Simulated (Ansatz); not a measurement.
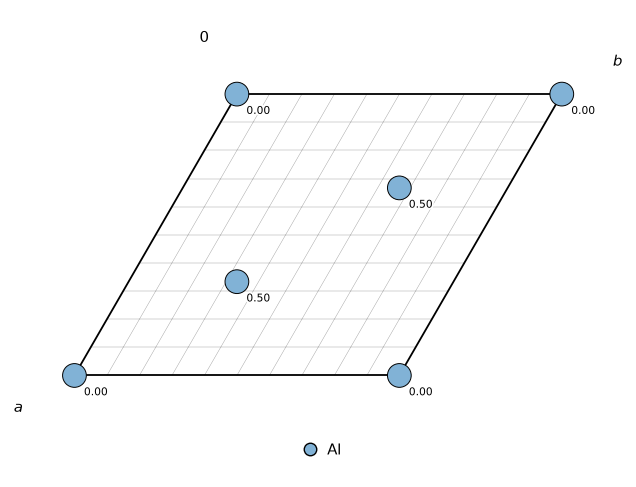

Plan of a unit cell projected along c (a down the page, b across); the numbers are heights as fractions of c, and atoms on the cell's edges are repeated. The grid marks tenths of a and b. Source: the geometry relaxed with Ansatz, DFT, r2SCAN, plane waves (500 eV) with PAW, scalar-relativistic; the starting structure was generated, so it need not be a known form of this composition. Geometry calculated from the standardised cell; symmetry tolerance 0.002 Å.

a = 4.517 Å, b = 4.517 Å, c = 2.801 Å, α = 90.00°, β = 90.00°, γ = 120.00°.

Q: What does the cell contain?

A: 3 Al: Al, Z = 3.

Q: Which space group?

A: No. 191, P6/mmm, primitive hexagonal.

Q: Give the independent sites, coordinates to two places.

A:
| atom | site | symmetry | x | y | z |
| --- | --- | --- | --- | --- | --- |
| Al | 1a | 6/mmm | 0.00 | 0.00 | 0.00 |
| Al | 2d | -6m2 | 0.33 | 0.67 | 0.50 |
